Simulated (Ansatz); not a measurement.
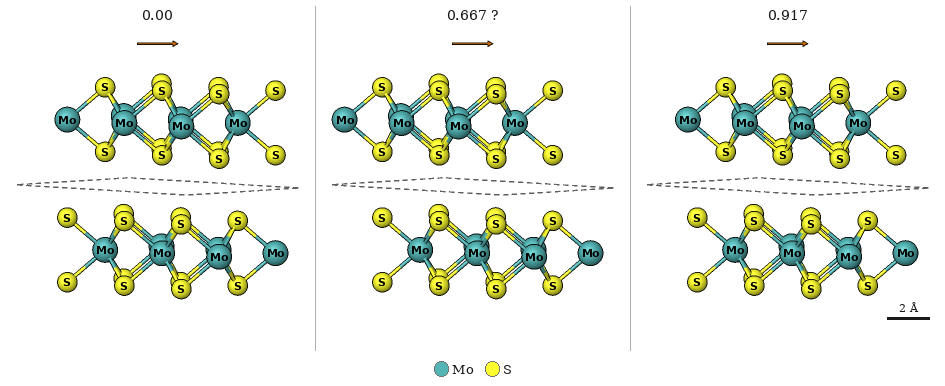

A scan of solid MoS$_{2}$ (P6_3/mmc): the crystal above a cut along the (0 0 1) plane of the conventional cell (between a plane of S below and one of S above, 3.17 Å apart) is slid rigidly by fractions of an in-plane lattice vector 5.44 Å long (a generalised stacking fault). One cut stands in each cell, which starts 12.6 Å high; nothing is relaxed, and the dashed outline marks the cut, the arrow on top the direction of slip. Style: ball-and-stick. Shown: the layers on both sides of the cut, from the side, nearly along the cut plane.

Theory: Ansatz, DFT PBEsol, scalar-relativistic, plane waves, PAW. (plane-wave cutoff 420 eV; k-point mesh 10 × 10 × 2; occupations gaussian; smearing width 0.05 eV; no spin polarisation). Energies (free energies at the smearing named) are counted from the relaxed crystal.

```tsv
slip (fraction of the lattice vector)	γ (mJ/m²)
0.0000	0.0
0.0833	13.2
0.1667	31.9
0.2500	35.3
0.3333	30.5
0.4167	44.8
0.5000	94.2
0.5833	159.0
0.6667	?
0.7500	157.3
0.8333	83.5
0.9167	20.8
```

Estimate the missing energy from the other rows, and compare with the calculation.

Answer. A straight line between the two neighbours gives 158.1 mJ/m². A cubic through the four nearest rows (0.5000, 0.5833, 0.7500, 0.8333) gives, with Lagrange weights, (−0.1667)(94.2) + (0.6664)(159.0) + (0.6672)(157.3) + (−0.1669)(83.5) = 181.3 mJ/m². The calculation gives 190.4 mJ/m², so the cubic is 9.1 mJ/m² too low and the straight line 32.3 mJ/m² too low, as the curve bends downwards here. The cubic misses by much of the step between rows, so the curve changes faster here than four points can follow.

The whole profile:

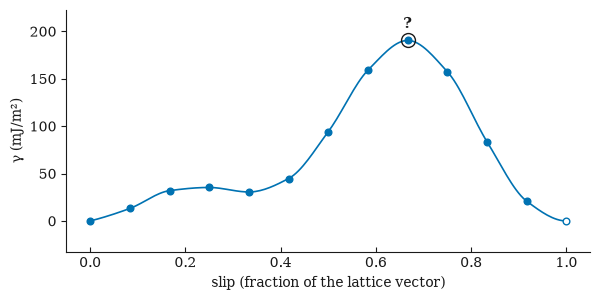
